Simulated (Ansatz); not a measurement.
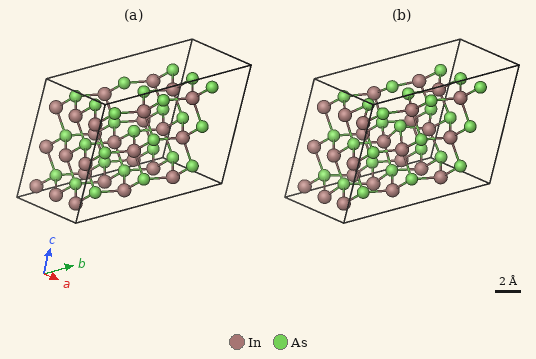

The structure of a defect cell of composition In$_{26}$As$_{27}$ (cell charge −3) before (left) and after (right) a relaxation, at one scale.

A ball-and-stick model of the cell of the calculation (origin shifted), seen slightly off an axis.

Computed with DFT, PBE, plane-wave PAW, default files, scalar-relativistic in Ansatz. Settings: plane-wave cutoff 420 eV; k-point mesh 2 × 2 × 2; occupations fermi dirac; smearing width 0.01 eV; no spin polarisation; atoms relaxed in a fixed cell; force threshold 0.03 eV/Å; at most 40 steps.

Summarise the run.

Answer. The largest moves, 0.47 Å, are those of As atoms. By element the largest moves are As 0.47 Å, In 0.18 Å. The cell doesn't change. Some distances before and after: As–In 2.614 → 2.659 Å, As–In 2.614 → 2.629 Å. Bond angles that change, for instance: As–In–As 109.5° → 123.9°, In–As–In 109.5° → 98.0°, In–As–In 109.5° → 118.4°. The energy falls by 1.843 eV per cell of the calculation in 3 accepted moves (4 points after the start). Largest force component: 0.67 eV/Å at the start, 0.026 eV/Å at the end. 1 step only repeated the SCF at the same geometry. The run took 5.3 min on 4 threads of Arm Neoverse V1 (shared host), peak memory 6.2 GiB.

Limits of the set-up: the cell is charged, on a uniform background, and energies carry no finite-size correction.
